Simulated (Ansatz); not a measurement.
## Two runs on AlN

System: AlN (2 atoms in the cell).
Method of run A: DFT, r2SCAN, plane waves, PAW, no spin polarisation (Ansatz 0.2.0).

The structure was built on a prototype by a generator. The geometry comes from this level: PBE. Text and figures count atoms from 1; the logs count them from 0 in places.

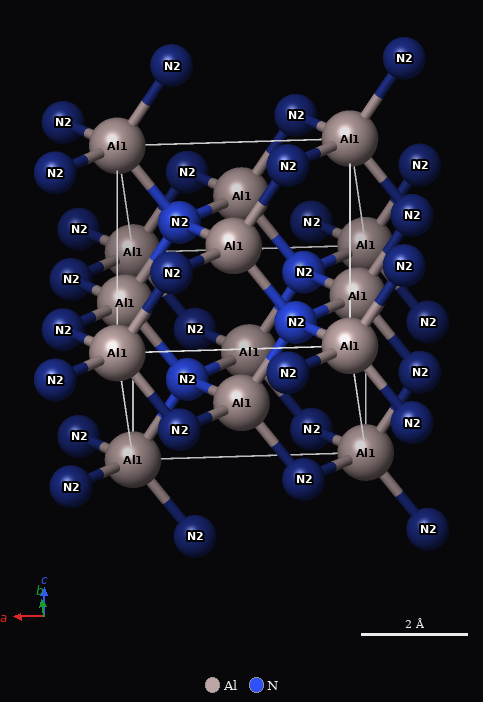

The structure as given in the input (ball-and-stick view of the cell 4 times as large as that of the calculation, set on its symmetry axes, seen at an oblique angle; neighbours outside the cell are drawn fainter; atoms are numbered from 1 in the order of the input).

Input file, run A:
```yaml
crystal:
  lattice:
    - [0.0, 2.2015394219, 2.2015394219]
    - [2.2015394219, 0.0, 2.2015394219]
    - [2.2015394219, 2.2015394219, 0.0]
  atoms:
    - { symbol: Al, position: [0.0, 0.0, 0.0] }
    - { symbol: "N", position: [0.25, 0.25, 0.25] }
kpoints:
  mp_grid: { grid: [10, 10, 10] }
hamiltonian:
  xc: r2scan
scf:
  occupations: { method: fermi_dirac, width: 0.02 }
relax:
  f_tol: 0.005
  cell: {}
```

Launched with:
```bash
ansatz run input.yaml --threads 8 --pin off --max-ram 12902MiB --backend cpu --events-out ev --progress --plain --runs-dir out
```

Hardware: 8 threads of Intel Xeon (Granite Rapids), 64 GiB of memory available, shared host.

Output, shortened to warnings, some set-up lines, iterations and results (run A):
```
Basis set: ecut = 500 eV, 537 PW (Γ), exchange–correlation on 96×96×96 points (64 copies of the dense FFT grid, shifted against one another)
Symmetry: 24 space group operations
k-points: 47 of 1000 (time reversal used)
Initial density: superposition of atomic densities (neutral atoms: chi_scale 0, normalization atom), corrected by the library's trained network
[...]
SCF iter   1: F=—  HF=-928.362406 eV  |F-HF|=—  |Δ(HF+E_count)|=         —  Δρ=6.92e-3  dr2=1.12e-2  dr2_τ=1.47e-1  ethr=1.77e-3  ⟨swp⟩=5.2  Hψ=2829  notcnv=0
SCF iter   2: F=—  HF=-928.430441 eV  |F-HF|=—  |Δ(HF+E_count)|=   6.80e-2  Δρ=4.59e-3  dr2=1.96e-3  dr2_τ=2.15e-4  ethr=1.39e-4  ⟨swp⟩=2.6  Hψ=1160  notcnv=0
SCF iter   3: F=—  HF=-928.430230 eV  |F-HF|=—  |Δ(HF+E_count)|=   2.11e-4  Δρ=1.09e-3  dr2=1.78e-4  dr2_τ=3.95e-5  ethr=2.44e-5  ⟨swp⟩=2.0  Hψ=564  notcnv=0
SCF iter   4: F=—  HF=-928.430202 eV  |F-HF|=—  |Δ(HF+E_count)|=   2.86e-5  Δρ=2.35e-4  dr2=1.32e-5  dr2_τ=7.01e-7  ethr=2.23e-6  ⟨swp⟩=2.2  Hψ=572  notcnv=0
SCF iter   5: F=—  HF=-928.430198 eV  |F-HF|=—  |Δ(HF+E_count)|=   4.23e-6  Δρ=4.08e-5  dr2=3.98e-7  dr2_τ=3.87e-8  ethr=1.65e-7  ⟨swp⟩=2.6  Hψ=544  notcnv=0
[... 24 lines ...]
SCF iter   3: F=—  HF=-928.437201 eV  |F-HF|=—  |Δ(HF+E_count)|=   2.65e-8  Δρ=8.83e-7  dr2=4.72e-11  dr2_τ=2.49e-11  ethr=1.25e-10  ⟨swp⟩=2.0  Hψ=564  notcnv=0
SCF iter   4: F=—  HF=-928.437201 eV  |F-HF|=—  |Δ(HF+E_count)|=  1.53e-10  Δρ=4.83e-7  dr2=3.30e-11  dr2_τ=6.53e-12  ethr=1.00e-12  ⟨swp⟩=5.0  Hψ=1317  notcnv=0
SCF iter   5: F=-928.437201 eV  HF=-928.437201 eV  |F-HF|=6.82e-13  |Δ(HF+E_count)|=  3.18e-12  Δρ=4.54e-8  dr2=1.00e-13  dr2_τ=4.10e-14  ethr=1.00e-12  ⟨swp⟩=3.7  Hψ=1482  …
SCF 5 converged in 5 iterations: F = -928.437201 eV  dr2 = 1.00e-13
relax step   5: F+E_penalty+E_count = -928.43720065 eV  Δ(F+E_penalty+E_count) = +1.217e-4 eV  max|allowed force component| = 1.642e-16 eV/Å  Δτ_max = 0.0000 Å  P = +0.005 …
basis re-selected at this cell: Δ(F+E_penalty+E_count) = +1.217e-4 eV, ΔP = +0.005 GPa vs the last step (what re-selecting the basis moved, of the pressure what is left beyond the Pulay correction that the steps carried, after the strain that the cell walked since its last selection, with what the …
SCF converged after 5 iterations
Free energy (F): -928.437201 eV
Harris-Foulkes:  -928.437201 eV  (|F-HF|=6.82e-13)
Internal energy: -928.437201 eV  (E = F + TS)
E sigma→0 (E₀):  -928.437201 eV
Fermi energy:    8.672768 eV
--- Per-component energies (eV) ---
  E_band       = 11.406725
  E_kinetic    = 160.459711
  E_local      = -223.557990  (includes V_loc(G=0)·N_el)
  E_nonlocal   = 54.311388
  E_hartree    = 78.216206
  E_xc         = -98.826321
  E_vxc        = -119.110674  (∫ρ·V_xc dr)
  E_paw        = -602.466833  (= ΣΔE_a)
  E_vpaw       = -23.520752  (= ΣTr[D̂ρ^β])
  E_aug_tail   = 0.000016  (compensation charges beyond the density's cutoff)
  E_vtau       = 6.392615  (kinetic-family band-sum trace: ∫τ·v_τ [+ j·A + Jᵃ·Aᵃ] dr)
  E_ewald      = -296.483705
  E_core_change = -0.089673  (= ΣΔE_core)
  E_smearing   = -0.000000  (= −TS)
  E_closure    = 0.000000  (closes the sum)
  Σ components = -928.437201   (vs F -928.437201, Δ=0.00e0)
--- Forces (eV/Å), atoms counted from 1 ---
  atom   1  Al    -0.00000000    -0.00000000    -0.00000000
  atom   2  N      0.00000000     0.00000000     0.00000000
  max |Σ_I F_I| component: 1.90e-16 eV/Å
--- Stress (GPa, compression-positive) ---
        0.004777       0.000000       0.000000
        0.000000       0.004777       0.000000
        0.000000       0.000000       0.004777
  P = ⅓ Tr σ = 0.0048 GPa (0.048 kbar)
--- Relaxed structure (4 steps of the walk, 4 accepted, 1 SCFs on fresh bases) ---
  F+E_penalty+E_count = -928.43720065 eV   max|allowed force component| = 1.642e-16 eV/Å   (the final SCF, on the basis selected at the relaxed cell)
  cell:  # Å, volume = 20.8598 Å³
    - [7.651066075380624e-34, 2.1848764126894893, 2.1848764126894893]
    - [2.1848764126894893, 1.9537590509088995e-33, 2.1848764126894893]
    - [2.1848764126894893, 2.1848764126894893, 3.3780747652056945e-33]
  atoms:
    - { symbol: Al, position: [-3.2076387364098847e-34, 9.477114448483753e-35, 4.592755463495971e-34] }
[...]
```

The input of run B differs as follows (lines with − go, lines with + come):
```diff
-  xc: r2scan
+  xc: pbesol
```

How does run B compare with run A?

The total energies belong to different methods, so their difference says nothing on which is more stable or more accurate. The volume per atom goes from 10.43 to 10.49 Å³. The functional changes from r2SCAN to PBEsol. The SCF takes 26 iterations over all geometry steps against 24. The default cutoff goes from 500 to 420 eV with the change.

Output, shortened to warnings, some set-up lines, iterations and results (run B):
```
Basis set: ecut = 420 eV, 411 PW (Γ), exchange–correlation on 48×48×48 points (8 copies of the dense FFT grid, shifted against one another)
Symmetry: 24 space group operations
k-points: 47 of 1000 (time reversal used)
Initial density: superposition of atomic densities (neutral atoms: chi_scale 0, normalization atom), corrected by the library's trained network
[...]
SCF iter   1: F=—  HF=-905.916281 eV  |F-HF|=—  |Δ(HF+E_count)|=         —  Δρ=9.85e-3  dr2=2.23e-2  ethr=1.77e-3  ⟨swp⟩=5.0  Hψ=2806  notcnv=0
SCF iter   2: F=—  HF=-905.910839 eV  |F-HF|=—  |Δ(HF+E_count)|=   5.44e-3  Δρ=4.33e-3  dr2=3.17e-3  ethr=2.79e-4  ⟨swp⟩=2.6  Hψ=1044  notcnv=0
SCF iter   3: F=—  HF=-905.909867 eV  |F-HF|=—  |Δ(HF+E_count)|=   9.73e-4  Δρ=6.04e-4  dr2=4.51e-5  ethr=3.97e-5  ⟨swp⟩=2.5  Hψ=703  notcnv=0
SCF iter   4: F=—  HF=-905.909899 eV  |F-HF|=—  |Δ(HF+E_count)|=   3.24e-5  Δρ=5.83e-5  dr2=2.53e-7  ethr=5.64e-7  ⟨swp⟩=2.0  Hψ=508  notcnv=0
SCF iter   5: F=-905.909899 eV  HF=-905.909899 eV  |F-HF|=9.73e-10  |Δ(HF+E_count)|=   1.11e-7  Δρ=5.26e-6  dr2=2.41e-9  ethr=3.16e-9  ⟨swp⟩=2.6  Hψ=565  notcnv=0
[... 28 lines ...]
SCF iter   2: F=—  HF=-905.913754 eV  |F-HF|=—  |Δ(HF+E_count)|=   3.03e-5  Δρ=3.43e-6  dr2=1.50e-9  ethr=5.76e-11  ⟨swp⟩=2.0  Hψ=564  notcnv=0
SCF iter   3: F=—  HF=-905.913754 eV  |F-HF|=—  |Δ(HF+E_count)|=  4.80e-11  Δρ=2.25e-6  dr2=9.93e-10  ethr=1.87e-11  ⟨swp⟩=2.5  Hψ=544  notcnv=0
SCF iter   4: F=-905.913754 eV  HF=-905.913754 eV  |F-HF|=3.87e-12  |Δ(HF+E_count)|=  2.96e-10  Δρ=2.39e-7  dr2=8.61e-12  ethr=1.00e-12  ⟨swp⟩=4.0  Hψ=1584  notcnv=0
SCF 6 converged in 4 iterations: F = -905.913754 eV  dr2 = 8.61e-12
relax step   6: F+E_penalty+E_count = -905.91375376 eV  Δ(F+E_penalty+E_count) = +3.975e-5 eV  max|allowed force component| = 5.551e-17 eV/Å  Δτ_max = 0.0000 Å  P = -0.001 …
basis re-selected at this cell: Δ(F+E_penalty+E_count) = +3.975e-5 eV, ΔP = -0.001 GPa vs the last step (what re-selecting the basis moved, of the pressure what is left beyond the Pulay correction that the steps carried, after the strain that the cell walked since its last selection, with what the …
SCF converged after 4 iterations
Free energy (F): -905.913754 eV
Harris-Foulkes:  -905.913754 eV  (|F-HF|=3.87e-12)
Internal energy: -905.913754 eV  (E = F + TS)
E sigma→0 (E₀):  -905.913754 eV
Fermi energy:    8.410537 eV
--- Per-component energies (eV) ---
  E_band       = 14.079343
  E_kinetic    = 158.534773
  E_local      = -222.275129  (includes V_loc(G=0)·N_el)
  E_nonlocal   = 55.683087
  E_hartree    = 76.388685
  E_xc         = -100.606546
  E_vxc        = -107.351623  (∫ρ·V_xc dr)
  E_paw        = -577.739949  (= ΣΔE_a)
  E_vpaw       = -23.289272  (= ΣTr[D̂ρ^β])
  E_aug_tail   = 0.000095  (compensation charges beyond the density's cutoff)
  E_ewald      = -295.946008
  E_core_change = 0.047238  (= ΣΔE_core)
  E_smearing   = -0.000000  (= −TS)
  E_closure    = 0.000000  (closes the sum)
  Σ components = -905.913754   (vs F -905.913754, Δ=0.00e0)
--- Forces (eV/Å), atoms counted from 1 ---
  atom   1  Al     0.00000000     0.00000000    -0.00000000
  atom   2  N      0.00000000     0.00000000     0.00000000
  max |Σ_I F_I| component: 7.40e-17 eV/Å
--- Stress (GPa, compression-positive) ---
       -0.000958      -0.000000      -0.000000
       -0.000000      -0.000958       0.000000
       -0.000000       0.000000      -0.000958
  P = ⅓ Tr σ = -0.0010 GPa (-0.010 kbar)
--- Relaxed structure (4 steps of the walk, 4 accepted, 2 SCFs on fresh bases) ---
  F+E_penalty+E_count = -905.91375376 eV   max|allowed force component| = 5.551e-17 eV/Å   (the final SCF, on the basis selected at the relaxed cell)
  cell:  # Å, volume = 20.9737 Å³
    - [-1.9744566627470413e-34, 2.1888460643972945, 2.1888460643972945]
    - [2.1888460643972945, 1.624149835485469e-33, 2.1888460643972945]
    - [2.1888460643972945, 2.1888460643972945, 1.7451649212667395e-33]
  atoms:
    - { symbol: Al, position: [-1.6357135033681084e-34, 2.0093305152794873e-34, 3.3853346323189547e-34] }
    - { symbol: N, position: [0.25, 0.25, 0.25] }
```

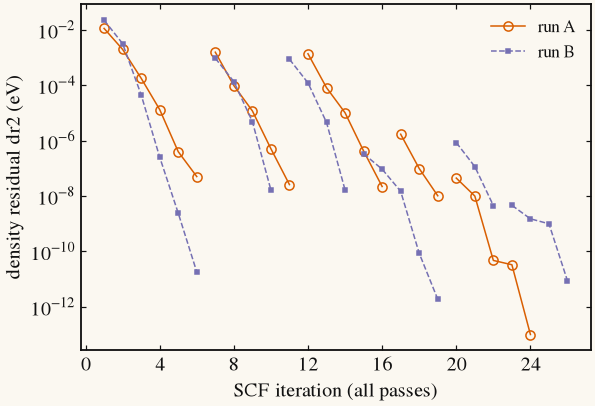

Convergence of the two runs: density residual dr2 against the SCF iteration. A break in a curve parts two SCF passes. Run A takes 24 iterations in all, and run B takes 26.

The two runs side by side:

| quantity | run A | run B |
| --- | --- | --- |
| outcome | converged | converged |
| free energy per atom (eV) | −464.2186 | −452.9569 |
| pressure (GPa) | 0.00 | 0.00 |
| volume per atom (Å³) | 10.43 | 10.49 |
| largest force (eV/Å) | 0.000 | 0.000 |
| SCF iterations | 24 | 26 |
| irreducible k-points | 47 | 47 |
| wall time (shared host) | 1.3 s | 1.1 s |
